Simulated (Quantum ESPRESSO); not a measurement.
# A series of single points on TiO

System: TiO (P-6m2, 2 atoms in the cell).
Method: Kohn-Sham DFT of a periodic cell, PBEsol, GBRV 1.5 PBEsol, no spin polarisation (Quantum ESPRESSO 7.5).

The 7 runs differ only in the geometry, by an even scaling of the cell at fixed fractional positions. The structure derives from an entry of the Crystallography Open Database.

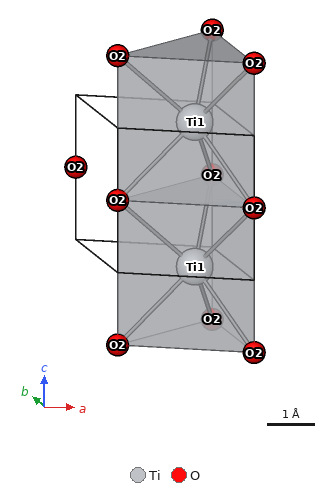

Figure 1. The structure of run 4 (polyhedral view of the cell of the calculation, seen slightly off an axis; polyhedra are completed across the faces of the cell; atoms are numbered from 1 in the order of the input).

## The input of run 4
```
&CONTROL
  calculation = 'scf'
  prefix = 'pwscf'
  outdir = './tmp'
  pseudo_dir = './pseudo'
  tprnfor = .true.
  tstress = .true.
  disk_io = 'low'
/
&SYSTEM
  ibrav = 0
  celldm(1) = 8
  nat = 2
  ntyp = 2
  ecutwfc = 45
  ecutrho = 360
  nbnd = 15
  occupations = 'smearing'
  smearing = 'fd'
  degauss = 0.00367493
/
&ELECTRONS
  conv_thr = 4d-10
  electron_maxstep = 120
  mixing_beta = 0.5
/
ATOMIC_SPECIES
Ti    47.8670 ti_pbesol_v1.4.uspp.F.UPF
O     15.9990 o_pbesol_v1.2.uspp.F.UPF
CELL_PARAMETERS alat
  0.7159699854676   0.0000000000000   0.0000000000000
 -0.3579849927338   0.6200481957690   0.0000000000000
  0.0000000000000   0.0000000000000   0.7647957842126
ATOMIC_POSITIONS crystal
Ti     0.6666666667    0.3333333333    0.0000000000
O      0.0000000000    0.0000000000    0.5000000000
K_POINTS automatic
10 10 8 0 0 0
```

## File pp_density.in of run 4
```
&INPUTPP
  prefix = 'pwscf'
  outdir = './tmp'
  filplot = 'density.dat'
  plot_num = 0
/
&PLOT
  nfile = 1
  filepp(1) = 'density.dat'
  iflag = 3
  output_format = 6
  fileout = 'density.cube'
/
```

## File pp_potential.in of run 4
```
&INPUTPP
  prefix = 'pwscf'
  outdir = './tmp'
  filplot = 'potential.dat'
  plot_num = 11
/
&PLOT
  nfile = 1
  filepp(1) = 'potential.dat'
  iflag = 3
  output_format = 6
  fileout = 'potential.cube'
/
```

Command:
```bash
OMP_NUM_THREADS=1 mpirun -n 2 pw.x -nk 2 -in pw.in > pw.out
OMP_NUM_THREADS=1 mpirun -n 1 pp.x -in pp_density.in > pp_density.out
OMP_NUM_THREADS=1 mpirun -n 1 pp.x -in pp_potential.in > pp_potential.out
```

Lattice vectors (Å) and fractional positions of run 4:
```
   3.031000    0.000000    0.000000
  -1.515500    2.624923    0.000000
   0.000000    0.000000    3.237700
Ti  0.666667  0.333333  0.000000
O   0.000000  0.000000  0.500000
```

Run 3 has the same physical settings and fractional positions; its lattice vectors (Å) are:
```
   3.010657    0.000000    0.000000
  -1.505329    2.607306    0.000000
   0.000000    0.000000    3.215970
```

## Results, with one run withheld

| run | volume per atom (Å³) | free energy per atom, from the lowest run given (meV) | pressure (GPa) |
| --- | --- | --- | --- |
| 1 | 12.107 | 0.00 | −37.27 |
| 2 | 12.365 | 60.83 | −38.52 |
| 3 | 12.622 | ? | ? |
| 4 | 12.880 | 187.65 | −40.40 |
| 5 | 13.137 | 253.04 | −41.08 |
| 6 | 13.395 | 319.41 | −41.62 |
| 7 | 13.653 | 386.55 | −42.03 |

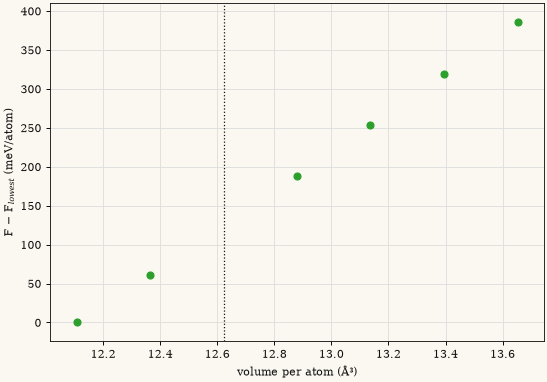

Figure 2. Free energy per atom of the runs given; the dotted line marks run 3.

What should run 3 give?

A cubic polynomial in V^(−2/3) (the Birch–Murnaghan form), fitted to the 6 runs given, misses them by at most 0.06 meV per atom. With x = V^(−2/3) − 0.18177 Å⁻², it reads F = 193.68 − 26872 x + 2.8517e+05 x² + 1.2003e+06 x³ (meV per atom). At run 3 it gives 123.35 meV per atom, and the run itself gives 123.49. The slope of the fit gives a pressure −dF/dV of −39.51 GPa there, and the run prints −39.55 GPa. The fit has no minimum inside this range.

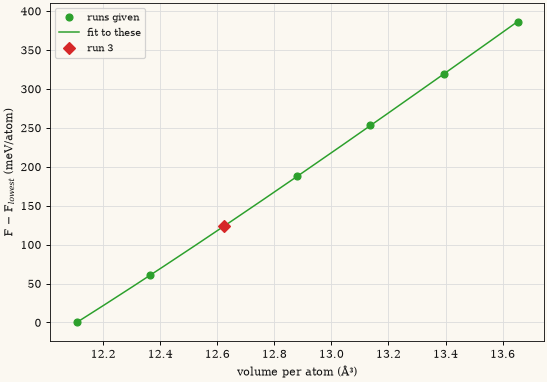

Figure 3. The fit and the withheld run.

## Some lines of the output (run 3)
```
[...]
     number of k points=    70  Fermi-Dirac smearing, width (Ry)=  0.0037
     total energy              =    -151.47402489 Ry
     total energy              =    -151.51108358 Ry
     total energy              =    -151.52493517 Ry
     total energy              =    -151.52976137 Ry
     total energy              =    -151.52984648 Ry
     total energy              =    -151.52986941 Ry
     total energy              =    -151.52986964 Ry
     total energy              =    -151.52986965 Ry
     the Fermi energy is    12.0127 ev
!    total energy              =    -151.52986966 Ry
     The total energy is F=E-TS. E is the sum of the following terms:
     Computing stress (Cartesian axis) and pressure
          total   stress  (Ry/bohr**3)                   (kbar)     P=     -395.52
```

Notes on the run: negative rho.
